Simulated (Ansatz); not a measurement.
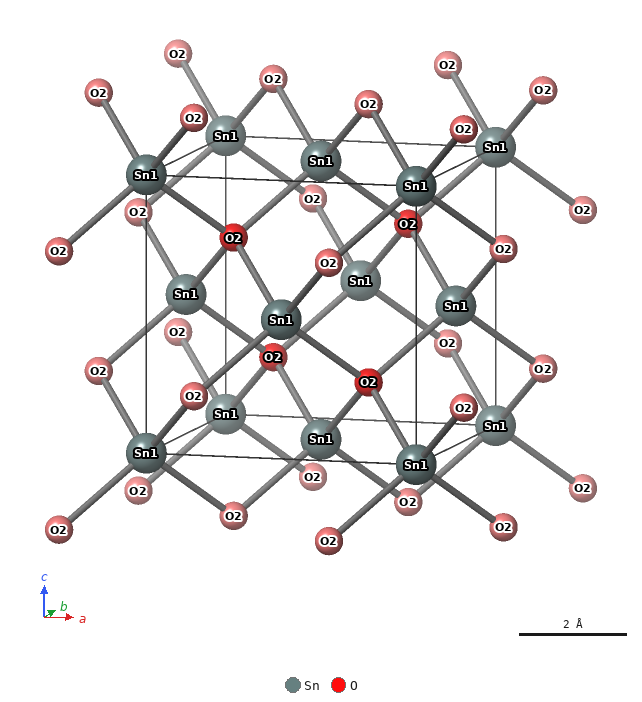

Fig. 1: The structure as given in the input (ball-and-stick view of the cell 4 times as large as that of the calculation, set on its symmetry axes, seen slightly off an axis; neighbours outside the cell are drawn fainter; atoms are numbered from 1 in the order of the input). An atom can appear more than once, as a periodic image. Near neighbours in the periodic cell (some may lie outside the picture): Sn has 4 O at 2.28 Å; O has 4 Sn at 2.28 Å.

## SnO: a changed input and its effect

System: SnO (F-43m, 2 atoms in the cell).
Method of run 1: DFT LDA, scalar-relativistic, plane waves, PAW, no spin polarisation (Ansatz 0.2.0).

Text and figures count atoms from 1; the logs count them from 0 in places.

## Input, run 1
```yaml
crystal:
  lattice:
    - [0.0, 2.6374170784, 2.6374170784]
    - [2.6374170784, 0.0, 2.6374170784]
    - [2.6374170784, 2.6374170784, 0.0]
  atoms:
    - { symbol: Sn, position: [0.0, 0.0, 0.0] }
    - { symbol: O, position: [0.25, 0.25, 0.25] }
basis:
  ecutwfc: 420
kpoints:
  mp_grid: { grid: [6, 6, 6] }
hamiltonian:
  xc: lda
scf:
  occupations: { method: gaussian, width: 0.05 }
output:
  forces: true
  stress: true
  eigenvalues: true
```

Command:
```bash
ansatz run input.yaml --threads 4 --pin off --max-ram 12288MiB --backend cpu --events-out ev --progress --plain --runs-dir out
```

Hardware: 4 threads of Intel Xeon @ 2.70GHz, 189 GiB of memory available, shared host.

## Output, shortened to warnings, some set-up lines, iterations and results (run 1)
```
Basis set: ecut = 420 eV, 725 PW (Γ)
Symmetry: 24 space group operations
k-points: 16 of 216 (time reversal used)
Initial density: superposition of atomic densities (neutral atoms: chi_scale 0, normalization atom), corrected by the library's trained network
[...]
SCF iter   1: F=—  HF=-6433.871641 eV  |F-HF|=—  |Δ(HF+E_count)|=         —  Δρ=2.19e-2  dr2=1.90e-1  ethr=1.77e-3  ⟨swp⟩=5.6  Hψ=1246  notcnv=0
SCF iter   2: F=—  HF=-6433.839305 eV  |F-HF|=—  |Δ(HF+E_count)|=   3.23e-2  Δρ=4.80e-3  dr2=1.29e-2  ethr=9.48e-4  ⟨swp⟩=2.9  Hψ=503  notcnv=0
SCF iter   3: F=—  HF=-6433.833487 eV  |F-HF|=—  |Δ(HF+E_count)|=   5.82e-3  Δρ=4.25e-3  dr2=3.92e-3  ethr=6.46e-5  ⟨swp⟩=2.1  Hψ=450  notcnv=0
SCF iter   4: F=—  HF=-6433.832240 eV  |F-HF|=—  |Δ(HF+E_count)|=   1.25e-3  Δρ=9.25e-4  dr2=4.38e-4  ethr=1.96e-5  ⟨swp⟩=2.0  Hψ=443  notcnv=0
SCF iter   5: F=—  HF=-6433.832053 eV  |F-HF|=—  |Δ(HF+E_count)|=   1.87e-4  Δρ=7.69e-5  dr2=1.25e-6  ethr=2.19e-6  ⟨swp⟩=2.0  Hψ=385  notcnv=0
SCF iter   6: F=—  HF=-6433.832050 eV  |F-HF|=—  |Δ(HF+E_count)|=   2.83e-6  Δρ=1.14e-5  dr2=2.12e-8  ethr=5.00e-10  ⟨swp⟩=7.0  Hψ=1123  notcnv=0
SCF iter   7: F=-6433.832050 eV  HF=-6433.832050 eV  |F-HF|=5.46e-12  |Δ(HF+E_count)|=   1.11e-8  Δρ=6.88e-7  dr2=9.00e-11  ethr=1.06e-10  ⟨swp⟩=2.2  Hψ=708  notcnv=0
SCF 1 converged in 7 iterations: F = -6433.832050 eV  dr2 = 9.00e-11
SCF converged after 7 iterations
Free energy (F): -6433.832050 eV
Harris-Foulkes:  -6433.832050 eV  (|F-HF|=5.46e-12)
Internal energy: -6433.830802 eV  (E = F + TS)
E sigma→0 (E₀):  -6433.831426 eV
Entropy (-TS):   -0.001248 eV (-0.624 meV/atom)
Fermi energy:    9.540895 eV
--- Per-component energies (eV) ---
  E_band       = -105.666446
  E_kinetic    = 361.117861
  E_local      = -1271.718326  (includes V_loc(G=0)·N_el)
  E_nonlocal   = 21.682681
  E_hartree    = 681.553078
  E_xc         = -452.304755
  E_vxc        = -192.595018  (∫ρ·V_xc dr)
  E_paw        = -4138.925476  (= ΣΔE_a)
  E_vpaw       = -387.261857  (= ΣTr[D̂ρ^β])
  E_aug_tail   = 0.002354  (compensation charges beyond the density's cutoff)
  E_ewald      = -1635.760039
  E_core_change = 0.521820  (= ΣΔE_core)
  E_smearing   = -0.001248  (= −TS)
  E_closure    = 0.000000  (closes the sum)
  Σ components = -6433.832050   (vs F -6433.832050, Δ=0.00e0)
--- Forces (eV/Å), atoms counted from 1 ---
  atom   1  Sn    -0.00000000     0.00000000    -0.00000000
  atom   2  O      0.00000000    -0.00000000     0.00000000
  max |Σ_I F_I| component: 1.48e-16 eV/Å
--- Stress (GPa, compression-positive) ---
        2.691815       0.000000      -0.000000
        0.000000       2.691815       0.000000
        0.000000       0.000000       2.691815
  P = ⅓ Tr σ = 2.6918 GPa (26.918 kbar)
```

For run 2 the input was changed thus:
```diff
-    - [0.0, 2.6374170784, 2.6374170784]
-    - [2.6374170784, 0.0, 2.6374170784]
-    - [2.6374170784, 2.6374170784, 0.0]
+    - [0.0, 2.5772916017, 2.5772916017]
+    - [2.5772916017, 0.0, 2.5772916017]
+    - [2.5772916017, 2.5772916017, 0.0]
```

How does run 2 compare with run 1?

With the same functional and potentials, run 2 lies 44.2 meV per atom higher. The pressure goes from 2.69 to 8.60 GPa. The volume per atom goes from 18.35 to 17.12 Å³. The cell is scaled evenly with the atoms at fixed fractional positions, so −ΔP/Δ ln V estimates the bulk modulus midway between the two volumes: about 85 GPa. The number of SCF iterations is the same. The plane waves at Γ go from 725 to 645.

## Output, shortened to warnings, some set-up lines, iterations and results (run 2)
```
Basis set: ecut = 420 eV, 645 PW (Γ)
Symmetry: 24 space group operations
k-points: 16 of 216 (time reversal used)
Initial density: superposition of atomic densities (neutral atoms: chi_scale 0, normalization atom), corrected by the library's trained network
[...]
SCF iter   1: F=—  HF=-6433.793551 eV  |F-HF|=—  |Δ(HF+E_count)|=         —  Δρ=2.52e-2  dr2=2.40e-1  ethr=1.77e-3  ⟨swp⟩=5.6  Hψ=1270  notcnv=0
SCF iter   2: F=—  HF=-6433.747776 eV  |F-HF|=—  |Δ(HF+E_count)|=   4.58e-2  Δρ=6.82e-3  dr2=9.84e-3  ethr=1.20e-3  ⟨swp⟩=2.5  Hψ=459  notcnv=0
SCF iter   3: F=—  HF=-6433.743962 eV  |F-HF|=—  |Δ(HF+E_count)|=   3.81e-3  Δρ=1.75e-3  dr2=1.21e-3  ethr=4.92e-5  ⟨swp⟩=2.0  Hψ=446  notcnv=0
SCF iter   4: F=—  HF=-6433.743615 eV  |F-HF|=—  |Δ(HF+E_count)|=   3.47e-4  Δρ=6.51e-4  dr2=1.92e-4  ethr=6.07e-6  ⟨swp⟩=1.0  Hψ=224  notcnv=0
SCF iter   5: F=—  HF=-6433.743560 eV  |F-HF|=—  |Δ(HF+E_count)|=   5.53e-5  Δρ=1.79e-4  dr2=1.44e-5  ethr=9.62e-7  ⟨swp⟩=2.5  Hψ=387  notcnv=0
SCF iter   6: F=—  HF=-6433.743559 eV  |F-HF|=—  |Δ(HF+E_count)|=   9.58e-7  Δρ=4.85e-5  dr2=1.07e-6  ethr=7.21e-8  ⟨swp⟩=1.0  Hψ=224  notcnv=0
SCF iter   7: F=-6433.743559 eV  HF=-6433.743559 eV  |F-HF|=1.17e-8  |Δ(HF+E_count)|=   8.05e-8  Δρ=9.22e-6  dr2=2.38e-8  ethr=5.00e-10  ⟨swp⟩=5.9  Hψ=979  notcnv=0
SCF 1 converged in 7 iterations: F = -6433.743559 eV  dr2 = 2.38e-8
SCF converged after 7 iterations
Free energy (F): -6433.743559 eV
Harris-Foulkes:  -6433.743559 eV  (|F-HF|=1.17e-8)
Internal energy: -6433.740584 eV  (E = F + TS)
E sigma→0 (E₀):  -6433.742072 eV
Entropy (-TS):   -0.002974 eV (-1.487 meV/atom)
Fermi energy:    10.743772 eV
--- Per-component energies (eV) ---
  E_band       = -89.374686
  E_kinetic    = 363.359966
  E_local      = -1213.297522  (includes V_loc(G=0)·N_el)
  E_nonlocal   = 21.985889
  E_hartree    = 660.447704
  E_xc         = -452.773787
  E_vxc        = -193.286160  (∫ρ·V_xc dr)
  E_paw        = -4140.066404  (= ΣΔE_a)
  E_vpaw       = -389.033279  (= ΣTr[D̂ρ^β])
  E_aug_tail   = 0.002334  (compensation charges beyond the density's cutoff)
  E_ewald      = -1673.920584
  E_core_change = 0.521820  (= ΣΔE_core)
  E_smearing   = -0.002974  (= −TS)
  E_closure    = 0.000000  (closes the sum)
  Σ components = -6433.743559   (vs F -6433.743559, Δ=0.00e0)
--- Forces (eV/Å), atoms counted from 1 ---
  atom   1  Sn    -0.00000000     0.00000000    -0.00000000
  atom   2  O      0.00000000    -0.00000000    -0.00000000
  max |Σ_I F_I| component: 1.48e-16 eV/Å
--- Stress (GPa, compression-positive) ---
        8.595868       0.000000      -0.000000
       -0.000000       8.595868       0.000000
       -0.000000       0.000000       8.595868
  P = ⅓ Tr σ = 8.5959 GPa (85.959 kbar)
```

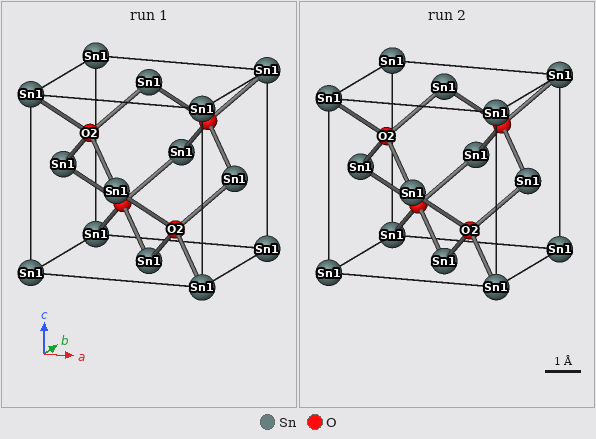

Fig. 2: The two input geometries at one scale (ball-and-stick view of the cell 4 times as large as that of the calculation, set on its symmetry axes, seen slightly off an axis). The atoms keep their places relative to the cell (all moves are under 0.005 Å). Cell: a = b = c 5.275 → 5.155 Å (−2.3 %). Volume −6.7 %. Among the contacts that change: Sn1–O2 2.284 → 2.232 Å.

## The two runs side by side

```csv
quantity,run 1,run 2
outcome,converged,converged
free energy per atom (eV),−3216.9160,−3216.8718
"energy per atom, smearing taken to zero (eV)",−3216.9157,−3216.8710
gap on the mesh (eV),0.00,0.00
pressure (GPa),2.69,8.60
volume per atom (Å³),18.35,17.12
largest force (eV/Å),0.000,0.000
SCF iterations,7,7
irreducible k-points,16,16
plane waves at Γ,725,645
wall time (shared host),0.66 s,0.63 s
```

For run 2: The cell is under a pressure of 8.6 GPa at this level, so it is not at its equilibrium volume.
